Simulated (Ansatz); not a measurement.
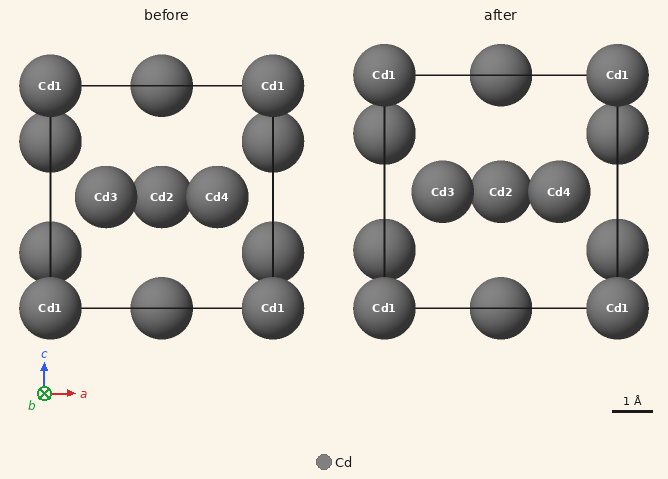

The structure of crystalline Cd (a generated structure, set up in Pm-3n) before (left) and after (right) a relaxation, at one scale.

Style: spheres-only. Shown: the cell of the calculation, along the b axis.

Phase: A15.

The calculation used Ansatz 0.2.0, DFT, RPBE, plane waves (420 eV) with PAW, scalar-relativistic. Settings: plane-wave cutoff 420 eV; k-point mesh 5 × 5 × 5; occupations fermi dirac; smearing width 0.1 eV; no spin polarisation; cell and atoms relaxed; force threshold 0.01 eV/Å; at most 60 steps.

**Describe what moved and what it gained.**

The atoms keep their places relative to the cell (all moves are under 0.005 Å). The volume changes by +14.9 %, with a = b = c 5.569 → 5.832 Å (+4.7 %). Among the contacts that change: Cd–Cd 3.113 → 3.260 Å, Cd–Cd 2.784 → 2.916 Å. The space group stays Pm-3n (No. 223). After 2 accepted moves (4 points after the start) the energy has fallen by 0.420 eV per cell of the calculation. All forces vanish by symmetry, so only the cell relaxes. The pressure goes from 6.19 to −0.02 GPa. At 2 points the geometry stayed and the basis and grid were re-selected for the new cell (energy shift of 7.7 meV per cell of the calculation at most each time). The run took 9.2 s on 4 threads of Arm Neoverse V2, on a shared host, peak memory 0.68 GiB.
